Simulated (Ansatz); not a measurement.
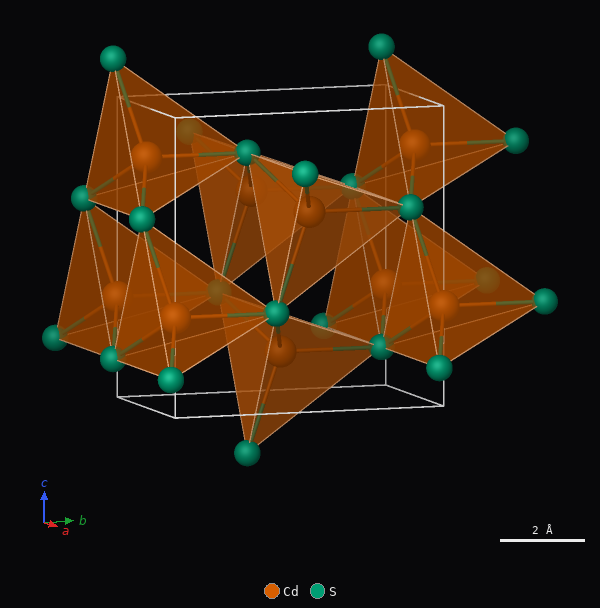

*The structure as given in the input (polyhedral view of the cell of the calculation, seen slightly off an axis; polyhedra are completed across the faces of the cell).*

**CdS: single-point calculation**

CdS (P6₃mc, 8 atoms in the cell), computed with DFT PBE, scalar-relativistic, plane waves, PAW, no spin polarisation (Ansatz 0.2.0).

The structure derives from a Materials Project entry. It belongs to a series of runs on one base structure; here: band edges sought over the zone.

### The program's output
```
Engine: ansatz 0.2.0, aarch64-unknown-linux-gnu
Pseudopotentials: kind: paw
Pseudopotential: Cd, paw, valence charge 20, recommended cutoff 420 eV (normal), Cd.paw.azcp
Pseudopotential: S, paw, valence charge 6, recommended cutoff 420 eV (normal), S.paw.azcp
Functional definition: PBE
  parameter kappa = 0.804
  parameter beta = 0.06672455060314922
  exchange = pbe_x(kappa = kappa, mu = beta*pi^2/3)
  correlation = pbe_c(beta = beta)
Crystal: 8 atoms, lattice volume = 208.423 Å³
Basis set: ecut = 420 eV, 4021 PW (Γ), exchange–correlation on 60×96×100 points (8 copies of the dense FFT grid, shifted against one another)
Bands: 63, of which v1, the nominal top of the filled ones, is band 52 counted from 1 (51 counted from 0)
Symmetry: 8 space group operations
Space group: P63mc (ITA 186), of the structure as read, at distance tolerance 5.9e-5 Å
k-points: 36 of 96 (time reversal used)
Non-local potential: Cd, projectors of the file, l = 0: 3, l = 1: 2, l = 2: 2, l = 3: 1
Non-local potential: S, projectors of the file, l = 0: 2, l = 1: 2, l = 2: 2
PAW form: soft (Blöchl's): semilocal exchange-correlation on the pseudo side does not see the compensation charge
PAW one-centre angular grid: Cd, 590 points (default); XC on 64 Gauss nodes
PAW one-centre angular grid: S, 110 points (default); XC on 64 Gauss nodes
Initial density: read from a saved state, or passed on in memory by an earlier SCF of this step, an earlier step, the calling program or the single point that the run made first
Initial wavefunctions: pseudopotential atomic-orbital guess
Functional: x = pbe(κ = 0.804, μ = 0.2195149727645171), c = pbe(β = 0.06672455060314922)
iter 1 solved again at ethr=1.31e-7 eV; its pass at ethr=3.10e-3 eV (dr2=1.36e-4 eV) is discarded
SCF iter   1: F=—  HF=-36631.323130 eV  |F-HF|=—  |Δ(HF+E_count)|=         —  Δρ=5.55e-7  dr2=3.49e-10  ethr=1.31e-7  ⟨swp⟩=3.2  Hψ=14728  notcnv=0
eigensolver tolerance schedule: the retry pair's looser diagonalisation over-reported the residual by 391534.26 of it (diagonalisation noise at an unbounded share of the residual, at the tolerance the schedule requests for it); recorded, not acted on — ethr = c·dr2/N_el stays at c = 1.0e-1
preconditioner: auto → Resta (q_TF=auto, 2.430 Å⁻¹)  ε∞=4.7  [insulator: Δε(μ)=1.110 eV  Ē_g=11.301 eV  σ=0.020 eV  W_gap=1.00  n_scr=46 (ndim 8)  ℏωp=21.8 eV  f_vac=0.140  D(μ)=0.00/eV (n_scr^D=0)  ε∞_Penn≈4.7]
SCF iter   2: F=—  HF=-36631.322950 eV  |F-HF|=—  |Δ(HF+E_count)|=   1.81e-4  Δρ=2.96e-7  dr2=1.21e-10  ethr=1.00e-12  ⟨swp⟩=6.8  Hψ=8090  notcnv=0
SCF iter   3: F=-36631.322950 eV  HF=-36631.322950 eV  |F-HF|=9.46e-11  |Δ(HF+E_count)|=  1.96e-10  Δρ=1.15e-7  dr2=3.03e-11  ethr=1.00e-12  ⟨swp⟩=1.0  Hψ=4684  notcnv=0
SCF 1 converged in 3 iterations: F = -36631.322950 eV  dr2 = 3.03e-11
  greatest PAW one-centre occupation: 1.000 electrons in one spin orbital (limit 2), on the Cd atom at site 3 (counted from 0), in its partial waves of l = 0
NSCF: frozen V_eff on 64 k-points
NSCF: frozen V_eff on 64 k-points
NSCF: frozen V_eff on 64 k-points
NSCF: frozen V_eff on 9 k-points
NSCF: frozen V_eff on 7 k-points
NSCF: frozen V_eff on 7 k-points
NSCF: frozen V_eff on 7 k-points
NSCF: frozen V_eff on 7 k-points
NSCF: frozen V_eff on 7 k-points
NSCF: frozen V_eff on 3 k-points
SCF converged after 3 iterations
Free energy (F): -36631.322950 eV
Harris-Foulkes:  -36631.322950 eV  (|F-HF|=9.46e-11)
Internal energy: -36631.322950 eV  (E = F + TS)
E sigma→0 (E₀):  -36631.322950 eV
Fermi energy:    6.791880 eV
--- Per-component energies (eV) ---
  E_band       = -2083.837879
  E_kinetic    = 2443.394873
  E_local      = -16358.615589  (includes V_loc(G=0)·N_el)
  E_nonlocal   = 248.880635
  E_hartree    = 7499.288260
  E_xc         = -1093.565562
  E_vxc        = -1233.688637  (∫ρ·V_xc dr)
  E_paw        = -18735.737318  (= ΣΔE_a)
  E_vpaw       = -2182.385778  (= ΣTr[D̂ρ^β])
  E_aug_tail   = 0.000061  (compensation charges beyond the density's cutoff)
  E_ewald      = -10634.968309
  E_smearing   = -0.000000  (= −TS)
  E_closure    = -0.000000  (closes the sum)
  Σ components = -36631.322950   (vs F -36631.322950, Δ=0.00e0)
--- Forces (eV/Å), atoms counted from 1 ---
  atom   1  Cd    -0.00031660     0.00018279    -0.00136257
  atom   2  Cd    -0.00031660     0.00018279    -0.00136257
  atom   3  Cd     0.00031660    -0.00018279    -0.00136257
  atom   4  Cd     0.00031660    -0.00018279    -0.00136257
  atom   5  S     -0.00024358     0.00014063     0.00136400
  atom   6  S     -0.00024358     0.00014063     0.00136400
  atom   7  S      0.00024358    -0.00014063     0.00136400
  atom   8  S      0.00024358    -0.00014063     0.00136400
  max |Σ_I F_I| component: 5.69e-6 eV/Å
--- Stress (GPa, compression-positive) ---
       -0.033455       0.004649       0.000000
        0.004649      -0.028087       0.000000
        0.000000       0.000000      -0.040953
  P = ⅓ Tr σ = -0.0342 GPa (-0.342 kbar)
--- Band table (eV; the first three rows and the last of 36) ---
  k-point 0: bands = ["-94.9752", "-94.9751", "-94.9751", "-94.9751", "-56.0474", "-56.0473", "-56.0471", "-56.0471", "-56.0470", "-56.0470", "-56.0470", "-56.0469", "-56.0469", "-56.0469", "-56.0468", "-56.0466", "-5.8444", "-5.4642", "-5.4557", "-5.3424", "-1.3046", "-1.2986", "-1.2986", "-1.2241", "-1.2241", "-1.2133", "-1.1986", "-1.0370", "-1.0307", "-1.0208", "-0.9674", "-0.9343", "-0.9343", "-0.8723", "-0.8550", "-0.8549", "-0.8221", "-0.5851", "-0.5477", "-0.4552", "2.1434", "2.3389", "2.9000", "3.7941", "4.5181", "5.0551", "5.5448", "5.5450", "5.5452", "6.1973", "6.2367", "6.2369", "7.3467", "8.9734", "9.8506", "10.1159", "11.3553", "12.4702", "12.7059", "12.7059", "12.9924", "13.2481", "13.7581"]
  k-point 1: bands = ["-94.9752", "-94.9751", "-94.9751", "-94.9751", "-56.0473", "-56.0473", "-56.0471", "-56.0471", "-56.0471", "-56.0470", "-56.0470", "-56.0470", "-56.0470", "-56.0469", "-56.0467", "-56.0467", "-5.7945", "-5.5310", "-5.4337", "-5.3481", "-1.2891", "-1.2786", "-1.2584", "-1.2210", "-1.2070", "-1.2004", "-1.1962", "-1.0774", "-1.0627", "-1.0031", "-0.9700", "-0.9446", "-0.9341", "-0.8916", "-0.8744", "-0.8508", "-0.8287", "-0.8066", "-0.5147", "-0.3864", "2.2417", "2.4731", "3.2509", "3.7461", "4.6514", "4.9703", "5.3340", "5.3704", "5.4334", "5.6446", "6.0951", "6.1360", "8.1286", "9.5222", "9.6956", "10.1782", "11.5055", "12.2222", "12.3664", "12.9230", "13.1445", "13.2869", "13.4518"]
  k-point 2: bands = ["-94.9751", "-94.9751", "-94.9751", "-94.9751", "-56.0472", "-56.0472", "-56.0472", "-56.0472", "-56.0471", "-56.0471", "-56.0470", "-56.0470", "-56.0469", "-56.0469", "-56.0467", "-56.0467", "-5.6691", "-5.6691", "-5.3849", "-5.3849", "-1.2495", "-1.2495", "-1.2368", "-1.2368", "-1.1574", "-1.1574", "-1.1286", "-1.1286", "-1.1109", "-1.1109", "-0.9673", "-0.9673", "-0.9225", "-0.9225", "-0.9018", "-0.9018", "-0.8409", "-0.8409", "-0.4396", "-0.4396", "2.4645", "2.4645", "3.9630", "3.9630", "4.3736", "4.3736", "4.9915", "4.9915", "5.7855", "5.7855", "5.8886", "5.8886", "9.1000", "9.1000", "10.1800", "10.1800", "11.7188", "11.7188", "12.6082", "12.6082", "13.2534", "13.2534", "13.6183"]
  k-point 35: bands = ["-94.9751", "-94.9751", "-94.9751", "-94.9751", "-56.0474", "-56.0474", "-56.0474", "-56.0474", "-56.0471", "-56.0471", "-56.0471", "-56.0471", "-56.0468", "-56.0468", "-56.0468", "-56.0468", "-5.3945", "-5.3945", "-5.3945", "-5.3945", "-1.1831", "-1.1831", "-1.1831", "-1.1831", "-1.1138", "-1.1138", "-1.1138", "-1.1138", "-0.9551", "-0.9551", "-0.9551", "-0.9551", "-0.8563", "-0.8563", "-0.8563", "-0.8563", "-0.5348", "-0.5348", "-0.5348", "-0.5348", "2.3363", "2.3363", "2.3363", "2.3363", "5.0033", "5.0033", "5.0033", "5.0033", "5.0118", "5.0118", "5.0118", "5.0118", "9.6904", "9.6904", "9.6904", "9.6904", "11.5833", "11.5833", "11.5833", "11.5833", "14.0066", "14.0066", "14.0066"]
```

The run was set up as follows.

### Input
```yaml
crystal:
  lattice:
    - [2.0984866692, 3.6346855301, 0.0]
    - [0.0, 0.0, 6.8314511231]
    - [6.2954600076, -3.63468553, 0.0]
  atoms:
    - { symbol: Cd, position: [0.5, 0.5002641351, 0.1666666667] }
    - { symbol: Cd, position: [0.0, 0.5002641351, 0.6666666667] }
    - { symbol: Cd, position: [0.5, 0.0002641351, 0.8333333333] }
    - { symbol: Cd, position: [0.0, 0.0002641351, 0.3333333333] }
    - { symbol: S, position: [0.5, 0.8767358649, 0.1666666667] }
    - { symbol: S, position: [0.0, 0.8767358649, 0.6666666667] }
    - { symbol: S, position: [0.5, 0.3767358649, 0.8333333333] }
    - { symbol: S, position: [0.0, 0.3767358649, 0.3333333333] }
basis:
  ecutwfc: 420
kpoints:
  mp_grid: { grid: [6, 4, 4] }
  band_path: { path: [VBM, CBM], npoints: 2 }
hamiltonian:
  xc: pbe
scf:
  occupations: { method: gaussian, width: 0.02 }
output:
  forces: true
  stress: true
  eigenvalues: true
checkpoint:
  read: start.run
  write: ck
  compress: false
  write_wavefunctions: false
  write_every: 100000
```

Command:
```bash
ansatz run input.yaml --threads 1 --pin off --max-ram 2560MiB --backend cpu --events-out ev --progress --plain --runs-dir out
```

### Results in brief

| quantity | value |
| --- | --- |
| outcome | converged |
| space group (tolerance 0.01 Å) | P6₃mc (186) |
| electrons treated | 104 |
| free energy | −36631.3229 eV |
| Fermi energy | 6.792 eV |
| gap on the k-point mesh | 1.11 eV |
| gap on the band path | 1.11 eV |
| pressure | −0.03 GPa |
| largest force (length of the vector) | 0.001 eV/Å |
| hardware | 1 thread of Arm Neoverse V2, 128 GiB of memory available, shared host |
| wall time | 3 min |
| peak memory | 0.71 GiB |
